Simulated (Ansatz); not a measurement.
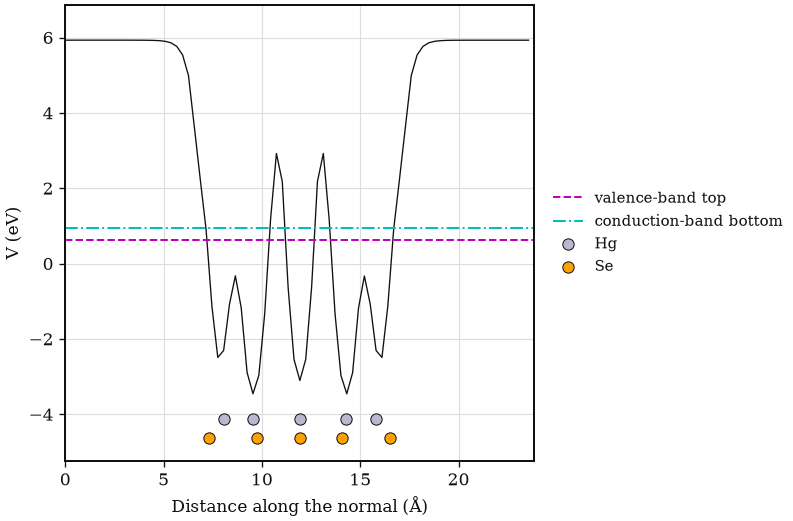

Plane-averaged electrostatic potential energy of an electron across the slab; circles at the bottom mark the heights of the atoms.

This input was run:

```
crystal:
  lattice:
    - [4.4266594705, 0.0, 0.0]
    - [0.0, 6.2602418592, 0.0]
    - [0.0, 0.0, 23.853318941]
  atoms:
    - { symbol: Hg, position: [0.5, 0.4504540487, 0.3372140953] }
    - { symbol: Se, position: [0.0, 0.2536606349, 0.3070150562] }
    - { symbol: Hg, position: [0.0, 0.0220758106, 0.4009944076] }
    - { symbol: Se, position: [0.5, 0.769748784, 0.4093900552] }
    - { symbol: Hg, position: [0.5, 0.5037032819, 0.4999931684] }
    - { symbol: Se, position: [0.0, 0.2542621371, 0.4999973567] }
    - { symbol: Hg, position: [0.0, 0.0220108367, 0.5990327845] }
    - { symbol: Se, position: [0.5, 0.7697637584, 0.5905904443] }
    - { symbol: Hg, position: [0.5, 0.4505568265, 0.6627784223] }
    - { symbol: Se, position: [0.0, 0.2537638811, 0.6929942095] }
basis:
  ecutwfc: 420
kpoints:
  mp_grid: { grid: [8, 6, 1] }
  band_path:
    path: [[0.5, 0, 0], [0, 0, 0], [0, 0.5, 0], [0.5, 0.5, 0], [0, 0, 0]]
    npoints: 12
hamiltonian:
  xc: pbe
scf:
  occupations: { method: gaussian, width: 0.1 }
  n_extra_bands: 52
output:
  forces: true
  eigenvalues: true
  populations: true
  fatbands: true
  write_density: true
  write_potential: true
  elf: true
  volumetric_format: npy
magnetization:
  noncollinear: true
  spin_orbit: true
efield:
  axis: 3
  dipole_correction: true
  ramp_width: 0.04
```

Command:
```bash
ansatz run input.yaml --threads 4 --pin off --max-ram 10240MiB --backend cpu --events-out ev --progress --plain --runs-dir out
```

What are the ionisation potential and the electron affinity of the slab?

From the vacuum level at the right face the ionisation potential is 5.29 eV and the electron affinity 4.99 eV; the left face gives the same. The slab's gap, their difference before rounding, is 0.30 eV. The two vacuum levels agree, so the slab has no net dipole along its normal.

How thick are slab and vacuum?

The outermost atoms are 9.2 Å apart, which leaves 14.6 Å of vacuum in a cell 23.9 Å high.
